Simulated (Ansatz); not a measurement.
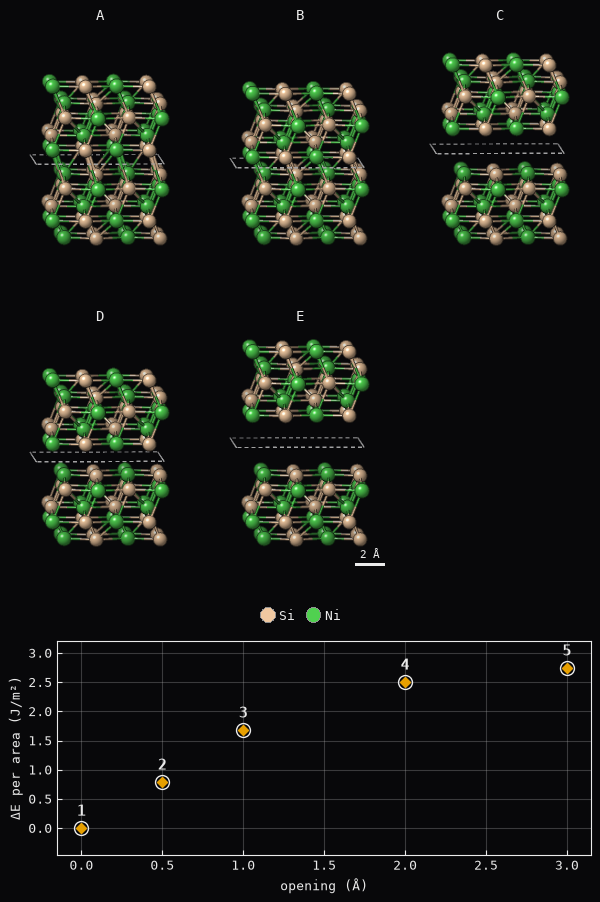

A scan of crystalline SiNi (P2_13): the crystal is pulled apart rigidly along the normal of the (1 0 0) plane of the conventional cell, at a cut between a plane of Ni/Si below and one of Ni/Si above, 1.33 Å apart. One cut stands in each cell, which starts 8.9 Å high; nothing is relaxed, and the dashed outline marks the cut. The frames are shuffled; the numbered points of the plot belong to them. A ball-and-stick model of the layers on both sides of the cut, seen from the side, nearly along the cut plane.

All numbers below come from Ansatz, DFT PBEsol, scalar-relativistic, plane waves, PAW. (plane-wave cutoff 420 eV; k-point mesh 9 × 9 × 5; occupations gaussian; smearing width 0.15 eV; no spin polarisation). Energies (free energies at the smearing named) are counted from the relaxed crystal.

**Which frame belongs to which numbered point?**

Point 1 is frame B (the opening 0.00 Å, 0.000 J/m²); 2 is frame A (the opening 0.50 Å, 0.789 J/m²); 3 is frame D (the opening 1.00 Å, 1.680 J/m²); 4 is frame C (the opening 2.00 Å, 2.502 J/m²); 5 is frame E (the opening 3.00 Å, 2.743 J/m²). At the widest opening, 3.00 Å, the energy has risen by 2.743 J/m², and it is still rising, so the work of separation is somewhat larger. The steepest rise lies between 0.50 Å and 1.00 Å, with a mean traction of about 18 GPa.

Limits of the set-up: an element that often carries a moment was run without spin polarisation.
